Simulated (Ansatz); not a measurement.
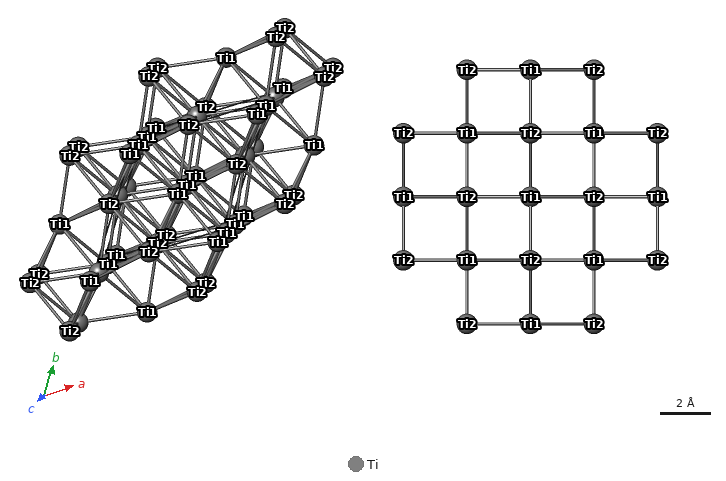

Two geometries of a crystal of Ti (a generated structure, set up in I4_1/amd), drawn at one scale. One is the start of a relaxation, the other its converged end. Style: ball-and-stick. Shown: the conventional cell (2 times the calculation's cell), along the c axis. Lengths and directions refer to the drawn axes.

Theory: Ansatz, DFT, PBEsol, plane waves (420 eV) with PAW, scalar-relativistic. (plane-wave cutoff 420 eV; k-point mesh 13 × 13 × 9; occupations fermi dirac; smearing width 0.1 eV; no spin polarisation; cell and atoms relaxed; force threshold 0.01 eV/Å; at most 60 steps)

Which of the two is the end point?

The left one is the relaxed one. Phase: beta-Sn type. After 21 accepted moves (24 points after the start) the energy has fallen by 0.940 eV per cell of the calculation. The largest force component goes from 0.00024 to 0.00021 eV/Å. The pressure goes from −8.56 to 0.00 GPa. The SCF was repeated 3 times at an unchanged geometry on a basis and grid sized afresh for the cell, which shifted the energy by 0.101 eV per cell of the calculation at most. The largest moves relative to the cell, 0.21 Å, are those of Ti1 and Ti2. Ti1 goes along [1 −1 0]. The drawn cell changes as follows: a = b 5.140 → 5.433 Å (+5.7 %), c 2.807 → 2.901 Å (+3.4 %), α 90.0° → 105.5°, β 90.0° → 105.5°, γ 90.0° → 55.1°; the volume changes by −9.7 %. Some distances before and after: Ti1–Ti1 3.896 → 2.902 Å, Ti1–Ti2 3.322 → 2.844 Å, Ti1–Ti2 (another image) 2.664 → 2.843 Å, Ti1–Ti1 (another image) 2.807 → 2.901 Å. New bonds form: Ti1–Ti1 (3.90 → 2.90 Å), Ti2–Ti2 (3.90 → 2.90 Å). Among the angles between lasting bonds that change: Ti2–Ti1–Ti2 94.0° → 145.7°, Ti2–Ti1–Ti2 94.0° → 61.4°, Ti1–Ti1–Ti2 74.7° → 59.3°. The space group (tolerance 0.01 Å) goes from I4_1/amd (No. 141) to P6_3/mmc (No. 194). The program noted that a PAW file was made for another functional than the run's.
